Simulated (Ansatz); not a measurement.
System: RbCl.

Input

```
crystal:
  lattice:
    - [0.0, 3.3170838881, 3.3170838881]
    - [3.3170838881, 0.0, 3.3170838881]
    - [3.3170838881, 3.3170838881, 0.0]
  atoms:
    - { symbol: Rb, position: [0.0, 0.0, 0.0] }
    - { symbol: Cl, position: [0.5, 0.5, 0.5] }
hamiltonian:
  xc: pbe0
  pseudopotentials: { kind: paw }
kpoints:
  mp_grid: { grid: [4, 4, 4] }
scf:
  occupations: { method: fermi_dirac, width: 0.05 }
output:
  forces: true
  stress: true
  eigenvalues: true
  write_density: true
  write_potential: true
  elf: true
  volumetric_format: npy
```

Below, planes, directions and counts refer to the conventional cell (a = 6.63 Å, b = 6.63 Å, c = 6.63 Å, α = 90.00°, β = 90.00°, γ = 90.00°).

Space group Fm-3m.

All numbers below come from Ansatz 0.2.0, Kohn-Sham DFT of a periodic cell, PBE0, Ansatz PAW.

> What can the converged valence pseudo-density and electron localisation function tell about the bonding?

Rb–Cl (3.32 Å): ρ at the midpoint is about 0.08 e/Å³; the ELF is about 0.05 at the midpoint (a largely ionic contact).

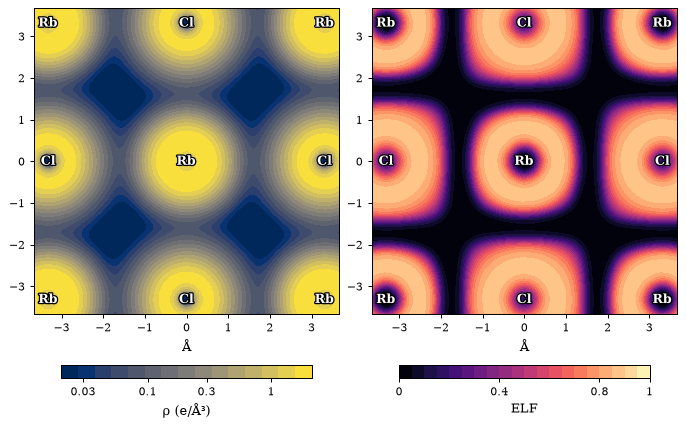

Computed valence pseudo-density and electron localisation function on the (010) plane of the conventional cell, in this order. 

In a PAW calculation such maps are meaningful between the atoms, not at the nuclei.
